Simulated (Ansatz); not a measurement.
## Single-point calculation of AlN

- system: AlN (Pm-3m, 2 atoms in the cell)
- method: DFT, PBEsol, plane waves, PAW, no spin polarisation (Ansatz 0.2.0)

The structure was built on a prototype by a generator. Some settings of this run were made unusual or wrong on purpose. The geometry comes from this level: r2SCAN. Figures and captions count atoms from 1; the log counts them from 0 in places.

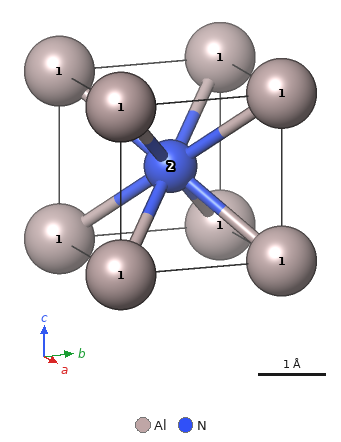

Fig. 1: The input geometry (ball-and-stick view of the cell of the calculation, seen slightly off an axis; atoms are numbered from 1 in the order of the input).

Input file:
```yaml
crystal:
  lattice:
    - [2.5854596286, 0.0, 0.0]
    - [0.0, 2.5854596286, 0.0]
    - [0.0, 0.0, 2.5854596286]
  atoms:
    - { symbol: Al, position: [0.0, 0.0, 0.0] }
    - { symbol: "N", position: [0.5, 0.5, 0.5] }
kpoints:
  mp_grid: { grid: [6, 6, 6] }
hamiltonian:
  xc: pbesol
scf:
  occupations: { method: fermi_dirac, width: 0.02 }
  n_extra_bands: 4
  max_iter: 83
output:
  forces: true
  stress: true
  eigenvalues: true
basis:
  ecutwfc: 120
```

Run as:
```bash
ansatz run input.yaml --threads 4 --pin off --max-ram 3686MiB --backend cpu --events-out ev --progress --plain --runs-dir out
```

Output:
```
Warning: basis.ecutwfc = 120 eV is below the records' recommended 420 eV, and the density's cutoff is lower with it unless basis.ecutrho_ratio is high enough to keep the records' density cutoff: compare with a run at a higher cutoff
scf.n_extra_bands = 4 over 4 filled bands (N_el = 8.0): the run solves 8 bands
Engine: ansatz 0.2.0, x86_64-unknown-linux-gnu
Pseudopotentials: kind: paw
Pseudopotential: Al, paw, valence charge 3, recommended cutoff 420 eV (normal), Al.paw.azcp
Pseudopotential: N, paw, valence charge 5, recommended cutoff 420 eV (normal), N.paw.azcp
Functional definition: PBEsol
  exchange = pbesol_x
  correlation = pbesol_c
Crystal: 2 atoms, lattice volume = 17.283 Å³
Basis set: ecut = 120 eV, 57 PW (Γ), exchange–correlation on 20×20×20 points (8 copies of the dense FFT grid, shifted against one another)
Bands: 8, of which v1, the nominal top of the filled ones, is band 4 counted from 1 (3 counted from 0)
Symmetry: 48 space group operations
Space group: Pm-3m (ITA 221), of the structure as read, at distance tolerance 2.6e-5 Å
k-points: 20 of 216
Non-local potential: Al, projectors of the file, l = 0: 2, l = 1: 2, l = 2: 1
Non-local potential: N, projectors of the file, l = 0: 2, l = 1: 2, l = 2: 1
PAW form: soft (Blöchl's): semilocal exchange-correlation on the pseudo side does not see the compensation charge
PAW frozen core: Al, regenerated for the run's functional, and the local potential with it (the file was generated under x = pbe(κ = 0.804, μ = 0.2195149727645171), c = pbe(β = 0.06672455060314922))
PAW frozen core: N, regenerated for the run's functional, and the local potential with it (the file was generated under x = pbe(κ = 0.804, μ = 0.2195149727645171), c = pbe(β = 0.06672455060314922))
PAW one-centre angular grid: Al, 110 points (default); XC on 64 Gauss nodes
PAW one-centre angular grid: N, 110 points (default); XC on 64 Gauss nodes
Initial density: superposition of atomic densities (neutral atoms: chi_scale 0, normalization atom), corrected by the library's trained network
Initial wavefunctions: pseudopotential atomic-orbital guess
Functional: x = pbesol(κ = 0.804, μ = 0.12345679012345678), c = pbesol(β = 0.046)
SCF iter   1: F=—  HF=-889.843736 eV  |F-HF|=—  |Δ(HF+E_count)|=         —  Δρ=2.59e-1  dr2=9.43e0  ethr=1.77e-3  ⟨swp⟩=5.2  Hψ=1028  notcnv=0
preconditioner: auto → none  [metal: Δε(μ)=0.011 eV  Ē_g=15.124 eV  σ=0.020 eV  W_gap=0.14  n_scr=0 (ndim 8)  ℏωp=25.3 eV  f_vac=0.000  D(μ)=5.45/eV (n_scr^D=122)]
SCF iter   2: F=—  HF=-888.060932 eV  |F-HF|=—  |Δ(HF+E_count)|=    1.78e0  Δρ=1.84e-1  dr2=5.35e0  ethr=1.77e-3  ⟨swp⟩=2.1  Hψ=480  notcnv=0
SCF iter   3: F=—  HF=-885.957604 eV  |F-HF|=—  |Δ(HF+E_count)|=    2.10e0  Δρ=1.25e-2  dr2=2.42e-2  ethr=1.77e-3  ⟨swp⟩=3.4  Hψ=398  notcnv=0
SCF iter   4: F=—  HF=-885.948123 eV  |F-HF|=—  |Δ(HF+E_count)|=   9.48e-3  Δρ=2.43e-3  dr2=1.10e-3  ethr=3.03e-4  ⟨swp⟩=2.3  Hψ=363  notcnv=0
SCF iter   5: F=—  HF=-885.947873 eV  |F-HF|=—  |Δ(HF+E_count)|=   2.50e-4  Δρ=5.89e-4  dr2=7.73e-5  ethr=1.37e-5  ⟨swp⟩=2.7  Hψ=257  notcnv=0
SCF iter   6: F=—  HF=-885.936647 eV  |F-HF|=—  |Δ(HF+E_count)|=   1.12e-2  Δρ=1.14e-4  dr2=2.49e-6  ethr=9.67e-7  ⟨swp⟩=2.1  Hψ=230  notcnv=0
SCF iter   7: F=-885.936647 eV  HF=-885.936647 eV  |F-HF|=5.13e-8  |Δ(HF+E_count)|=   2.28e-7  Δρ=1.72e-5  dr2=6.63e-8  ethr=1.25e-9  ⟨swp⟩=3.5  Hψ=652  notcnv=0
SCF 1 converged in 7 iterations: F = -885.936647 eV  dr2 = 6.63e-8
  greatest PAW one-centre occupation: 0.873 electrons in one spin orbital (limit 2), on the N atom at site 1 (counted from 0), in its partial waves of l = 0
```

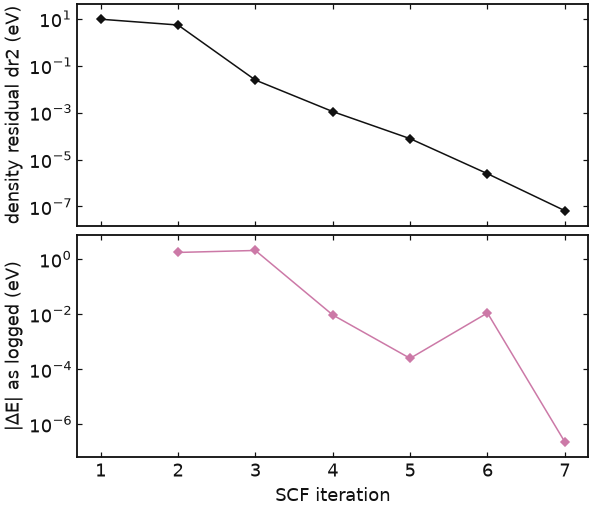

Fig. 2: Convergence of the self-consistent field: density residual dr2 and size of the energy change against the SCF iteration. The residual falls at every step.

```
SCF converged after 7 iterations
Free energy (F): -885.936647 eV
Harris-Foulkes:  -885.936647 eV  (|F-HF|=5.13e-8)
Internal energy: -885.934755 eV  (E = F + TS)
E sigma→0 (E₀):  -885.935701 eV
Entropy (-TS):   -0.001891 eV (-0.946 meV/atom)
Fermi energy:    13.882284 eV
--- Per-component energies (eV) ---
  E_band       = 41.559075
  E_kinetic    = 155.159339
  E_local      = -118.942880  (includes V_loc(G=0)·N_el)
  E_nonlocal   = 43.297768
  E_hartree    = 44.250750
  E_xc         = -104.950370
  E_vxc        = -113.099824  (∫ρ·V_xc dr)
  E_paw        = -569.168407  (= ΣΔE_a)
  E_vpaw       = -13.359141  (= ΣTr[D̂ρ^β])
  E_aug_tail   = 0.005447  (compensation charges beyond the density's cutoff)
  E_ewald      = -335.633641
  E_core_change = 0.047238  (= ΣΔE_core)
  E_smearing   = -0.001891  (= −TS)
  E_closure    = -0.000000  (closes the sum)
  Σ components = -885.936647   (vs F -885.936647, Δ=0.00e0)
--- Forces (eV/Å), atoms counted from 1 ---
  atom   1  Al    -0.00000000    -0.00000000     0.00000000
  atom   2  N      0.00000000     0.00000000     0.00000000
  max |Σ_I F_I| component: 5.72e-30 eV/Å
--- Stress (GPa, compression-positive) ---
      106.551951       0.000000       0.000000
        0.000000     106.551951       0.000000
        0.000000       0.000000     106.551951
  P = ⅓ Tr σ = 106.5520 GPa (1065.520 kbar)
--- Band table (eV; the first three rows and the last of 20) ---
  k-point 0: bands = ["-8.2396", "12.1619", "12.5594", "12.5594", "12.5594", "18.8871", "18.8871", "30.1579"]
  k-point 1: bands = ["-7.7443", "8.4760", "13.2520", "13.2520", "14.6680", "19.6523", "22.4779", "29.4807"]
  k-point 2: bands = ["-6.7411", "4.1646", "13.3848", "13.3848", "16.2090", "21.3194", "23.4297", "26.8571"]
  k-point 19: bands = ["-3.3127", "7.4761", "7.4761", "7.4761", "15.2100", "15.2100", "15.2100", "20.9557"]
```

Outcome:

| quantity | value |
| --- | --- |
| outcome | converged |
| space group (tolerance 0.01 Å) | Pm-3m (221) |
| electrons treated | 8 |
| free energy | −885.9366 eV |
| Fermi energy | 13.882 eV |
| band gap | none (metallic) |
| pressure | 106.55 GPa |
| largest force (length of the vector) | under 0.001 eV/Å |
| hardware | 4 threads of an x86-64 CPU, shared host |
| wall time | 0.6 s (CPU time 0.99 s) |
| peak memory | 0.26 GiB |

Diagnosis:

Some settings of this run were drawn to be unusual or wrong. It converged; results that depend on the unusual settings are not reference values. The program warns: the cutoff is below the recommended one.
